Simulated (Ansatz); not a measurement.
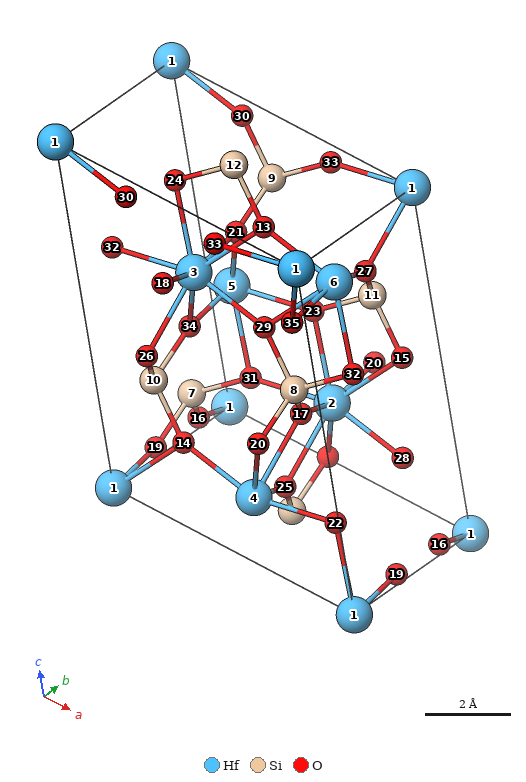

The structure (ball-and-stick view of the cell of the calculation, seen slightly off an axis; atoms are numbered from 1 in the order of the input).

## Single-point calculation of HfSiO4 (part 1 of 2)

HfSiO4 (I4₁/amd, 36 atoms in the cell), computed with DFT PBE, scalar-relativistic, plane waves, PAW, no spin polarisation (Ansatz 0.2.0).

The structure derives from a Materials Project entry. It belongs to a series of runs on one base structure; here: the perfect crystal in a cell of 36 atoms. Figures and captions count atoms from 1; the log counts them from 0 in places.

**What the program printed**
```
Engine: ansatz 0.2.0, aarch64-unknown-linux-gnu
Pseudopotentials: kind: paw
Pseudopotential: Hf, paw, valence charge 26, recommended cutoff 420 eV (normal), Hf.paw.azcp
Pseudopotential: Si, paw, valence charge 4, recommended cutoff 420 eV (normal), Si.paw.azcp
Pseudopotential: O, paw, valence charge 6, recommended cutoff 420 eV (normal), O.paw.azcp
Functional definition: PBE
  parameter kappa = 0.804
  parameter beta = 0.06672455060314922
  exchange = pbe_x(kappa = kappa, mu = beta*pi^2/3)
  correlation = pbe_c(beta = beta)
Crystal: 36 atoms, lattice volume = 398.383 Å³
Basis set: ecut = 420 eV, 7671 PW (Γ), exchange–correlation on 90×90×144 points (8 copies of the dense FFT grid, shifted against one another)
Bands: 198, of which v1, the nominal top of the filled ones, is band 162 counted from 1 (161 counted from 0)
Symmetry: 48 space group operations
Space group: I41/amd (ITA 141), of the structure as read, at distance tolerance 7.4e-5 Å
k-points: 4 of 8
Non-local potential: Hf, projectors of the file, l = 0: 3, l = 1: 2, l = 2: 2, l = 3: 3
Non-local potential: Si, projectors of the file, l = 0: 2, l = 1: 2, l = 2: 2
Non-local potential: O, projectors of the file, l = 0: 2, l = 1: 2, l = 2: 1
PAW form: soft (Blöchl's): semilocal exchange-correlation on the pseudo side does not see the compensation charge
PAW one-centre angular grid: Hf, 590 points (default); XC on 64 Gauss nodes
PAW one-centre angular grid: Si, 110 points (default); XC on 64 Gauss nodes
PAW one-centre angular grid: O, 110 points (default); XC on 64 Gauss nodes
Initial density: superposition of atomic densities (neutral atoms: chi_scale 0, normalization atom), corrected by the library's trained network
Initial wavefunctions: pseudopotential atomic-orbital guess
Functional: x = pbe(κ = 0.804, μ = 0.2195149727645171), c = pbe(β = 0.06672455060314922)
SCF iter   1: F=—  HF=-111815.181886 eV  |F-HF|=—  |Δ(HF+E_count)|=         —  Δρ=1.96e-3  dr2=8.56e-3  ethr=1.77e-3  ⟨swp⟩=5.8  Hψ=3038  notcnv=0  defer=31
preconditioner: auto → Resta (q_TF=auto, 2.636 Å⁻¹)  ε∞=4.5  [insulator: Δε(μ)=5.303 eV  Ē_g=17.482 eV  σ=0.020 eV  W_gap=1.00  n_scr=118 (ndim 8)  ℏωp=32.9 eV  f_vac=0.051  D(μ)=0.00/eV (n_scr^D=0)  ε∞_Penn≈4.5]
SCF iter   2: F=—  HF=-111815.188332 eV  |F-HF|=—  |Δ(HF+E_count)|=   6.45e-3  Δρ=1.10e-3  dr2=2.28e-3  ethr=2.64e-6  ⟨swp⟩=2.0  Hψ=1558  notcnv=0  defer=115
SCF iter   3: F=—  HF=-111815.190962 eV  |F-HF|=—  |Δ(HF+E_count)|=   2.63e-3  Δρ=2.57e-4  dr2=3.33e-4  ethr=7.03e-7  ⟨swp⟩=2.0  Hψ=1289  notcnv=0  defer=115
SCF iter   4: F=—  HF=-111815.191031 eV  |F-HF|=—  |Δ(HF+E_count)|=   6.94e-5  Δρ=1.07e-4  dr2=5.89e-5  ethr=1.03e-7  ⟨swp⟩=2.2  Hψ=1261  notcnv=0  defer=115
SCF iter   5: F=—  HF=-111815.190491 eV  |F-HF|=—  |Δ(HF+E_count)|=   5.40e-4  Δρ=4.68e-5  dr2=1.45e-5  ethr=1.82e-8  ⟨swp⟩=2.2  Hψ=1239  notcnv=0  defer=115
SCF iter   6: F=—  HF=-111815.190490 eV  |F-HF|=—  |Δ(HF+E_count)|=   1.16e-6  Δρ=2.59e-5  dr2=2.33e-6  ethr=4.49e-9  ⟨swp⟩=2.0  Hψ=1318  notcnv=0  defer=115
SCF iter   7: F=—  HF=-111815.190491 eV  |F-HF|=—  |Δ(HF+E_count)|=   4.32e-7  Δρ=1.10e-5  dr2=3.78e-7  ethr=7.18e-10  ⟨swp⟩=2.0  Hψ=1225  notcnv=0  defer=115
SCF iter   8: F=-111815.190491 eV  HF=-111815.190491 eV  |F-HF|=1.04e-8  |Δ(HF+E_count)|=   7.70e-8  Δρ=1.85e-6  dr2=1.15e-8  ethr=3.09e-11  ⟨swp⟩=14.2  Hψ=5777  notcnv=0
SCF 1 converged in 8 iterations: F = -111815.190491 eV  dr2 = 1.15e-8
  greatest PAW one-centre occupation: 0.999 electrons in one spin orbital (limit 2), on the Hf atom at site 2 (counted from 0), in its partial waves of l = 0
SCF converged after 8 iterations
Free energy (F): -111815.190491 eV
Harris-Foulkes:  -111815.190491 eV  (|F-HF|=1.04e-8)
Internal energy: -111815.190491 eV  (E = F + TS)
E sigma→0 (E₀):  -111815.190491 eV
Fermi energy:    12.291289 eV
--- Per-component energies (eV) ---
  E_band       = -773.021193
  E_kinetic    = 7025.266323
  E_local      = -48359.116034  (includes V_loc(G=0)·N_el)
  E_nonlocal   = -6162.844856
  E_hartree    = 21595.823488
  E_xc         = -3909.408985
  E_vxc        = -4147.922334  (∫ρ·V_xc dr)
  E_paw        = -48438.600139  (= ΣΔE_a)
  E_vpaw       = 7679.900127  (= ΣTr[D̂ρ^β])
  E_aug_tail   = 0.059995  (compensation charges beyond the density's cutoff)
  E_ewald      = -33566.370283
  E_smearing   = -0.000000  (= −TS)
  E_closure    = -0.000000  (closes the sum)
  Σ components = -111815.190491   (vs F -111815.190491, Δ=0.00e0)
--- Forces (eV/Å), atoms counted from 1 ---
  atom   1  Hf    -0.00000000     0.00000000    -0.00000000
  atom   2  Hf    -0.00000000    -0.00000000    -0.00000000
  atom   3  Hf    -0.00000000     0.00000000    -0.00000000
  atom   4  Hf     0.00000000     0.00000000    -0.00000000
  atom   5  Hf     0.00000000    -0.00000000     0.00000000
  atom   6  Hf     0.00000000    -0.00000000     0.00000000
  atom   7  Si    -0.00000000     0.00000000    -0.00000000
  atom   8  Si    -0.00000000    -0.00000000    -0.00000000
  atom   9  Si    -0.00000000     0.00000000    -0.00000000
  atom  10  Si     0.00000000     0.00000000     0.00000000
  atom  11  Si     0.00000000     0.00000000    -0.00000000
  atom  12  Si     0.00000000     0.00000000     0.00000000
  atom  13  O      0.00000000    -0.00147543     0.01672308
  atom  14  O      0.00000000    -0.00147543     0.01672308
  atom  15  O      0.00000000    -0.00147543     0.01672308
  atom  16  O      0.00147543     0.00000000     0.01672308
  atom  17  O      0.00147543    -0.00000000     0.01672308
  atom  18  O      0.00147543     0.00000000     0.01672308
  atom  19  O     -0.00147543     0.00000000     0.01672308
  atom  20  O     -0.00147543    -0.00000000     0.01672308
  atom  21  O     -0.00147543    -0.00000000     0.01672308
  atom  22  O      0.00000000     0.00147543     0.01672308
  atom  23  O      0.00000000     0.00147543     0.01672308
  atom  24  O      0.00000000     0.00147543     0.01672308
  atom  25  O     -0.00147543    -0.00000000    -0.01672308
  atom  26  O     -0.00147543    -0.00000000    -0.01672308
  atom  27  O     -0.00147543     0.00000000    -0.01672308
  atom  28  O     -0.00000000     0.00147543    -0.01672308
  atom  29  O     -0.00000000     0.00147543    -0.01672308
  atom  30  O     -0.00000000     0.00147543    -0.01672308
  atom  31  O      0.00000000    -0.00147543    -0.01672308
  atom  32  O     -0.00000000    -0.00147543    -0.01672308
  atom  33  O     -0.00000000    -0.00147543    -0.01672308
  atom  34  O      0.00147543     0.00000000    -0.01672308
  atom  35  O      0.00147543     0.00000000    -0.01672308
  atom  36  O      0.00147543     0.00000000    -0.01672308
  max |Σ_I F_I| component: 6.25e-17 eV/Å
--- Stress (GPa, compression-positive) ---
        0.013379       0.000000       0.000000
        0.000000       0.013379       0.000000
        0.000000       0.000000      -0.051669
  P = ⅓ Tr σ = -0.0083 GPa (-0.083 kbar)
--- Band table (eV) ---
  k-point 0: bands = ["-50.8932", "-50.8914", "-50.8914", "-50.8878", "-50.8878", "-50.8860", "-19.6784", "-19.6784", "-19.6784", "-19.6784", "-19.6696", "-19.6696", "-19.6030", "-19.6030", "-19.6010", "-19.5947", "-19.5947", "-19.5913", "-19.5099", "-19.5099", "-19.5022", "-19.5022", "-19.5022", "-19.5022", "-9.3966", "-8.7350", "-8.7350", "-8.6392", "-8.6392", "-8.4027", "-8.1942", "-8.1942", "-7.6248", "-7.5129", "-7.4674", "-7.4674", "-7.1051", "-7.1051", "-7.1051", "-7.1051",
      "-7.0482", "-7.0482", "-7.0164", "-7.0164", "-6.9756", "-6.9756", "-6.9756", "-6.9756", "-0.7930", "-0.7918", "-0.7918", "-0.7899", "-0.7880", "-0.7880", "-0.7880", "-0.7880", "-0.7861", "-0.7861", "-0.7818", "-0.7818", "-0.7785", "-0.7785", "-0.7772", "-0.7772", "-0.7772", "-0.7772", "-0.7744", "-0.7744", "-0.7698", "-0.7698", "-0.7691", "-0.7691", "-0.7688", "-0.7688", "-0.7687", "-0.7658", "-0.7658", "-0.7658", "-0.7658", "-0.7637",
      "-0.7612", "-0.7612", "-0.7583", "-0.7583", "-0.7566", "-0.7566", "-0.7524", "-0.7524", "-0.7524", "-0.7524", "2.0340", "2.3368", "2.3368", "3.6047", "3.6631", "3.6631", "3.9212", "3.9212", "3.9457", "4.2526", "4.2526", "4.4336", "4.4336", "5.1740", "5.3687", "5.3687", "5.3687", "5.3687", "5.4115", "5.6989", "5.9866", "5.9866", "5.9866", "5.9866", "6.3546", "6.3546", "6.4269", "6.5273", "6.5273", "6.5873",
      "6.5873", "6.7845", "6.8268", "6.8268", "7.2183", "7.2183", "7.2575", "7.2575", "7.2575", "7.2575", "7.3566", "7.3566", "7.3566", "7.3566", "7.5593", "7.5593", "7.6193", "7.6193", "8.0923", "8.0923", "8.3180", "8.3180", "8.5032", "8.5032", "8.6230", "8.6230", "8.6230", "8.6230", "8.8479", "8.8479", "8.8924", "8.9440", "9.0541", "9.0541", "9.0908", "9.0908", "9.1118", "9.1948", "9.1948", "9.1948",
      "9.1948", "9.6293", "15.2893", "15.4524", "15.4524", "15.5930", "15.6036", "15.7283", "15.7283", "15.9348", "15.9348", "15.9567", "15.9567", "16.0556", "16.0556", "16.0556", "16.0556", "16.6203", "16.6760", "16.7141", "16.7141", "16.8247", "16.8247", "16.8620", "16.8620", "17.3705", "17.3705", "17.3705", "17.3705", "17.5406", "18.1464", "18.1464", "18.6655", "18.7320", "18.7320", "19.1286", "19.1286", "19.1286"]
  k-point 1: bands = ["-50.8927", "-50.8927", "-50.8896", "-50.8896", "-50.8865", "-50.8865", "-19.6815", "-19.6815", "-19.6724", "-19.6724", "-19.6724", "-19.6724", "-19.6036", "-19.6036", "-19.5972", "-19.5972", "-19.5932", "-19.5932", "-19.5074", "-19.5074", "-19.5074", "-19.5074", "-19.4996", "-19.4996", "-9.1139", "-9.1139", "-8.8456", "-8.8456", "-8.4677", "-8.4677", "-7.8233", "-7.8233", "-7.6609", "-7.6609", "-7.5965", "-7.5965", "-7.1198", "-7.1198", "-7.0697", "-7.0697",
      "-7.0697", "-7.0697", "-7.0037", "-7.0037", "-7.0037", "-7.0037", "-6.9595", "-6.9595", "-0.7933", "-0.7933", "-0.7898", "-0.7898", "-0.7866", "-0.7866", "-0.7863", "-0.7863", "-0.7863", "-0.7863", "-0.7857", "-0.7857", "-0.7759", "-0.7759", "-0.7756", "-0.7756", "-0.7756", "-0.7756", "-0.7754", "-0.7754", "-0.7717", "-0.7717", "-0.7696", "-0.7696", "-0.7693", "-0.7693", "-0.7688", "-0.7688", "-0.7655", "-0.7655", "-0.7639", "-0.7639",
      "-0.7639", "-0.7639", "-0.7592", "-0.7592", "-0.7550", "-0.7550", "-0.7550", "-0.7550", "-0.7500", "-0.7500", "2.5472", "2.5472", "2.8152", "2.8152", "2.8218", "2.8218", "4.0129", "4.0129", "4.4925", "4.4925", "4.7810", "4.7810", "4.8867", "4.8867", "4.8867", "4.8867", "4.9335", "4.9335", "5.9969", "5.9969", "6.0046", "6.0046", "6.2089", "6.2089", "6.4413", "6.4413", "6.4413", "6.4413", "6.6553", "6.6553",
      "6.6981", "6.6981", "6.8060", "6.8060", "7.1065", "7.1065", "7.1686", "7.1686", "7.1686", "7.1686", "7.4316", "7.4316", "7.4316", "7.4316", "7.7206", "7.7206", "7.9173", "7.9173", "8.0000", "8.0000", "8.2055", "8.2055", "8.3449", "8.3449", "8.5842", "8.5842", "8.6609", "8.6609", "8.7489", "8.7489", "8.7489", "8.7489", "8.7514", "8.7514", "8.8961", "8.8961", "9.3092", "9.3092", "9.3092", "9.3092",
      "9.5816", "9.5816", "15.3224", "15.3224", "15.7412", "15.7412", "15.7720", "15.7720", "15.8579", "15.8579", "15.8579", "15.8579", "16.0565", "16.0565", "16.1697", "16.1697", "16.2218", "16.2218", "16.6380", "16.6380", "16.8767", "16.8767", "16.9585", "16.9585", "17.3135", "17.3135", "17.3135", "17.3135", "17.7108", "17.7108", "17.8460", "17.8460", "17.8792", "17.8792", "19.0981", "19.0981", "19.1636", "19.1636"]
```
